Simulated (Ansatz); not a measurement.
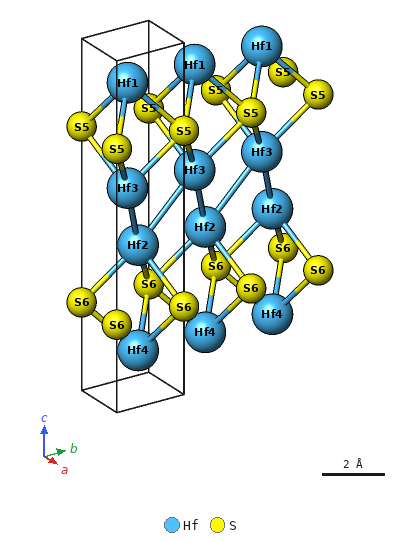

Fig. 1: The input geometry of run 1 (ball-and-stick view of the cell of the calculation, repeated 1 × 3 × 1, seen slightly off an axis; atoms are numbered from 1 in the order of the input). An atom can appear more than once, as a periodic image. Near neighbours in the periodic cell (some may lie outside the picture): Hf has 3 Hf at 3.05 Å and 3 S at 2.62 Å; S has 6 Hf at 2.62 Å.

## Two runs on Hf2S

System: Hf2S (6 atoms in the cell).
Method of run 1: DFT PBEsol, scalar-relativistic, plane waves, PAW, no spin polarisation (Ansatz 0.2.0).

The structure derives from a Materials Project entry. Text and figures count atoms from 1; the logs count them from 0 in places.

## Input file, run 1
```yaml
crystal:
  lattice:
    - [3.3742737662, 0.0, 0.0]
    - [-1.6871368831, 2.9222068008, 0.0]
    - [0.0, 0.0, 11.71740703]
  atoms:
    - { symbol: Hf, position: [0.6666666667, 0.3333333333, 0.89981164] }
    - { symbol: Hf, position: [0.3333333333, 0.6666666667, 0.39981164] }
    - { symbol: Hf, position: [0.6666666667, 0.3333333333, 0.60018836] }
    - { symbol: Hf, position: [0.3333333333, 0.6666666667, 0.10018836] }
    - { symbol: S, position: [0.0, 0.0, 0.75] }
    - { symbol: S, position: [0.0, 0.0, 0.25] }
basis:
  ecutwfc: 200
kpoints:
  mp_grid: { grid: [12, 12, 4] }
hamiltonian:
  xc: pbesol
scf:
  occupations: { method: gaussian, width: 0.1 }
output:
  forces: true
  stress: true
  eigenvalues: true
```

Launched with:
```bash
ansatz run input.yaml --threads 1 --pin off --max-ram 2560MiB --backend cpu --events-out ev --progress --plain --runs-dir out
```

Hardware: 1 thread of AMD EPYC (Zen 5), 32 GiB of memory available, shared host.

## Output, shortened to warnings, some set-up lines, iterations and results (run 1)
```
Warning: basis.ecutwfc = 200 eV is below the records' recommended 420 eV, and the density's cutoff is lower with it unless basis.ecutrho_ratio is high enough to keep the records' density cutoff: compare with a run at a higher cutoff
Basis set: ecut = 200 eV, 723 PW (Γ), exchange–correlation on 32×32×120 points (8 copies of the dense FFT grid, shifted against one another)
Symmetry: 24 space group operations
k-points: 57 of 576
Initial density: superposition of atomic densities (neutral atoms: chi_scale 0, normalization atom), corrected by the library's trained network
[...]
SCF iter   1: F=—  HF=-64151.154463 eV  |F-HF|=—  |Δ(HF+E_count)|=         —  Δρ=4.87e-2  dr2=1.41e0  ethr=1.77e-3  ⟨swp⟩=4.9  Hψ=11682  notcnv=0  defer=13
SCF iter   2: F=—  HF=-64145.576109 eV  |F-HF|=—  |Δ(HF+E_count)|=    5.58e0  Δρ=1.20e-2  dr2=1.40e-1  ethr=1.21e-3  ⟨swp⟩=2.0  Hψ=8314  notcnv=0  defer=293
SCF iter   3: F=—  HF=-64144.946149 eV  |F-HF|=—  |Δ(HF+E_count)|=   6.30e-1  Δρ=8.53e-3  dr2=1.21e-1  ethr=1.21e-4  ⟨swp⟩=2.0  Hψ=7394  notcnv=0  defer=293
SCF iter   4: F=—  HF=-64144.903428 eV  |F-HF|=—  |Δ(HF+E_count)|=   4.27e-2  Δρ=1.79e-3  dr2=6.91e-3  ethr=1.05e-4  ⟨swp⟩=2.0  Hψ=4360  notcnv=0  defer=293
SCF iter   5: F=—  HF=-64144.902154 eV  |F-HF|=—  |Δ(HF+E_count)|=   1.27e-3  Δρ=6.57e-4  dr2=5.54e-4  ethr=5.96e-6  ⟨swp⟩=2.0  Hψ=7006  notcnv=0  defer=293
SCF iter   6: F=—  HF=-64144.901894 eV  |F-HF|=—  |Δ(HF+E_count)|=   2.59e-4  Δρ=1.42e-4  dr2=7.90e-5  ethr=4.78e-7  ⟨swp⟩=2.0  Hψ=7004  notcnv=0  defer=293
SCF iter   7: F=—  HF=-64144.900555 eV  |F-HF|=—  |Δ(HF+E_count)|=   1.34e-3  Δρ=3.50e-5  dr2=3.12e-6  ethr=6.81e-8  ⟨swp⟩=2.0  Hψ=4684  notcnv=0  defer=293
SCF iter   8: F=-64144.900554 eV  HF=-64144.900554 eV  |F-HF|=6.16e-8  |Δ(HF+E_count)|=   7.63e-7  Δρ=7.77e-6  dr2=9.02e-8  ethr=8.62e-11  ⟨swp⟩=7.0  Hψ=14669  notcnv=0
SCF 1 converged in 8 iterations: F = -64144.900554 eV  dr2 = 9.02e-8
SCF converged after 8 iterations
Free energy (F): -64144.900554 eV
Harris-Foulkes:  -64144.900554 eV  (|F-HF|=6.16e-8)
Internal energy: -64144.885311 eV  (E = F + TS)
E sigma→0 (E₀):  -64144.892933 eV
Entropy (-TS):   -0.015242 eV (-2.540 meV/atom)
Fermi energy:    18.212591 eV
--- Per-component energies (eV) ---
  E_band       = -312.554929
  E_kinetic    = 1966.291431
  E_local      = -22276.527018  (includes V_loc(G=0)·N_el)
  E_nonlocal   = -4607.520838
  E_hartree    = 10441.754559
  E_xc         = -1393.029964
  E_vxc        = -1251.984795  (∫ρ·V_xc dr)
  E_paw        = -28706.761613  (= ΣΔE_a)
  E_vpaw       = 4973.655106  (= ΣTr[D̂ρ^β])
  E_aug_tail   = 0.000258  (compensation charges beyond the density's cutoff)
  E_ewald      = -19574.220391
  E_core_change = 5.128265  (= ΣΔE_core)
  E_smearing   = -0.015242  (= −TS)
  E_closure    = -0.000000  (closes the sum)
  Σ components = -64144.900554   (vs F -64144.900554, Δ=0.00e0)
--- Forces (eV/Å), atoms counted from 1 ---
  atom   1  Hf    -0.00000000    -0.00000000    -0.25008995
  atom   2  Hf     0.00000000     0.00000000    -0.25008995
  atom   3  Hf    -0.00000000    -0.00000000     0.25008995
  atom   4  Hf     0.00000000     0.00000000     0.25008995
  atom   5  S      0.00000000     0.00000000     0.00000000
  atom   6  S      0.00000000     0.00000000     0.00000000
  max |Σ_I F_I| component: 5.55e-17 eV/Å
--- Stress (GPa, compression-positive) ---
       -5.625423       0.000000       0.000000
        0.000000      -5.625423       0.000000
        0.000000       0.000000       0.627716
  P = ⅓ Tr σ = -3.5410 GPa (-35.410 kbar)
```

The input of run 2 differs as follows (lines with − go, lines with + come):
```diff
-  ecutwfc: 200
+  ecutwfc: 150
```

What does this change do to the results?

The free energy of run 2 is 19043.7 meV per atom higher, which measures how much it depends on this numerical setting. The pressure goes from −3.54 to −6.31 GPa. The largest force goes from 0.250 to 2.711 eV/Å. More plane waves can only lower the energy of a fixed Hamiltonian, so the higher cutoff gives the lower value. The lower cutoff gives the lower pressure, as an incomplete plane-wave basis does (Pulay stress). The SCF takes 9 iterations against 8. The plane waves at Γ go from 723 to 473.

## Output, shortened to warnings, some set-up lines, iterations and results (run 2)
```
Warning: basis.ecutwfc = 150 eV is below the records' recommended 420 eV, and the density's cutoff is lower with it unless basis.ecutrho_ratio is high enough to keep the records' density cutoff: compare with a run at a higher cutoff
Basis set: ecut = 150 eV, 473 PW (Γ), exchange–correlation on 30×30×96 points (8 copies of the dense FFT grid, shifted against one another)
Symmetry: 24 space group operations
k-points: 57 of 576
Initial density: superposition of atomic densities (neutral atoms: chi_scale 0, normalization atom), corrected by the library's trained network
[...]
SCF iter   1: F=—  HF=-64065.139215 eV  |F-HF|=—  |Δ(HF+E_count)|=         —  Δρ=1.84e-1  dr2=2.30e1  ethr=1.77e-3  ⟨swp⟩=4.8  Hψ=11672  notcnv=0  defer=23
SCF iter   2: F=—  HF=-64035.989749 eV  |F-HF|=—  |Δ(HF+E_count)|=    2.91e1  Δρ=8.05e-2  dr2=4.06e0  ethr=1.77e-3  ⟨swp⟩=3.0  Hψ=8902  notcnv=0  defer=306
SCF iter   3: F=—  HF=-64030.583932 eV  |F-HF|=—  |Δ(HF+E_count)|=    5.41e0  Δρ=8.00e-3  dr2=7.23e-2  ethr=1.77e-3  ⟨swp⟩=2.3  Hψ=7401  notcnv=0  defer=306
SCF iter   4: F=—  HF=-64030.647903 eV  |F-HF|=—  |Δ(HF+E_count)|=   6.40e-2  Δρ=3.92e-3  dr2=1.77e-2  ethr=6.24e-5  ⟨swp⟩=2.0  Hψ=7007  notcnv=0  defer=306
SCF iter   5: F=—  HF=-64030.636279 eV  |F-HF|=—  |Δ(HF+E_count)|=   1.16e-2  Δρ=5.38e-4  dr2=9.76e-4  ethr=1.53e-5  ⟨swp⟩=2.0  Hψ=7103  notcnv=0  defer=304
SCF iter   6: F=—  HF=-64030.636008 eV  |F-HF|=—  |Δ(HF+E_count)|=   2.71e-4  Δρ=1.96e-4  dr2=1.06e-4  ethr=8.41e-7  ⟨swp⟩=2.0  Hψ=4382  notcnv=0  defer=304
SCF iter   7: F=—  HF=-64030.635986 eV  |F-HF|=—  |Δ(HF+E_count)|=   2.25e-5  Δρ=4.99e-5  dr2=7.14e-6  ethr=9.18e-8  ⟨swp⟩=2.0  Hψ=6437  notcnv=0  defer=304
SCF iter   8: F=—  HF=-64030.638068 eV  |F-HF|=—  |Δ(HF+E_count)|=   2.08e-3  Δρ=2.21e-5  dr2=4.02e-7  ethr=6.16e-9  ⟨swp⟩=2.0  Hψ=7049  notcnv=0  defer=304
SCF iter   9: F=-64030.638068 eV  HF=-64030.638068 eV  |F-HF|=4.54e-9  |Δ(HF+E_count)|=   1.17e-7  Δρ=3.19e-6  dr2=1.42e-8  ethr=8.62e-11  ⟨swp⟩=8.8  Hψ=13936  notcnv=0
SCF 1 converged in 9 iterations: F = -64030.638068 eV  dr2 = 1.42e-8
SCF converged after 9 iterations
Free energy (F): -64030.638068 eV
Harris-Foulkes:  -64030.638068 eV  (|F-HF|=4.54e-9)
Internal energy: -64030.623297 eV  (E = F + TS)
E sigma→0 (E₀):  -64030.630682 eV
Entropy (-TS):   -0.014770 eV (-2.462 meV/atom)
Fermi energy:    18.082261 eV
--- Per-component energies (eV) ---
  E_band       = -867.365936
  E_kinetic    = 2093.543953
  E_local      = -21846.245762  (includes V_loc(G=0)·N_el)
  E_nonlocal   = -4472.806029
  E_hartree    = 10053.505853
  E_xc         = -1405.146827
  E_vxc        = -1271.219861  (∫ρ·V_xc dr)
  E_paw        = -28884.382137  (= ΣΔE_a)
  E_vpaw       = 4522.349398  (= ΣTr[D̂ρ^β])
  E_aug_tail   = -0.000222  (compensation charges beyond the density's cutoff)
  E_ewald      = -19574.220391
  E_core_change = 5.128265  (= ΣΔE_core)
  E_smearing   = -0.014770  (= −TS)
  E_closure    = 0.000000  (closes the sum)
  Σ components = -64030.638068   (vs F -64030.638068, Δ=0.00e0)
--- Forces (eV/Å), atoms counted from 1 ---
  atom   1  Hf     0.00000000    -0.00000000    -2.71110405
  atom   2  Hf     0.00000000     0.00000000    -2.71110405
  atom   3  Hf    -0.00000000    -0.00000000     2.71110405
  atom   4  Hf    -0.00000000     0.00000000     2.71110405
  atom   5  S     -0.00000000    -0.00000000     0.00000000
  atom   6  S      0.00000000     0.00000000     0.00000000
  max |Σ_I F_I| component: 4.44e-16 eV/Å
--- Stress (GPa, compression-positive) ---
      -12.903972       0.000000       0.000000
        0.000000     -12.903972      -0.000000
        0.000000      -0.000000       6.876901
  P = ⅓ Tr σ = -6.3103 GPa (-63.103 kbar)
```

## The two runs side by side

```tsv
quantity	run 1	run 2
outcome	converged	converged
free energy per atom (eV)	−10690.8168	−10671.7730
energy per atom, smearing taken to zero (eV)	−10690.8155	−10671.7718
gap on the mesh (eV)	0.00	0.00
pressure (GPa)	−3.54	−6.31
largest force (eV/Å)	0.250	2.711
SCF iterations	8	9
irreducible k-points	57	57
plane waves at Γ	723	473
wall time (shared host)	2.7 s	2.3 s
```

For both runs: Warnings: the cutoff is below the recommended one. Spin–orbit coupling is left out, which matters for Hf.
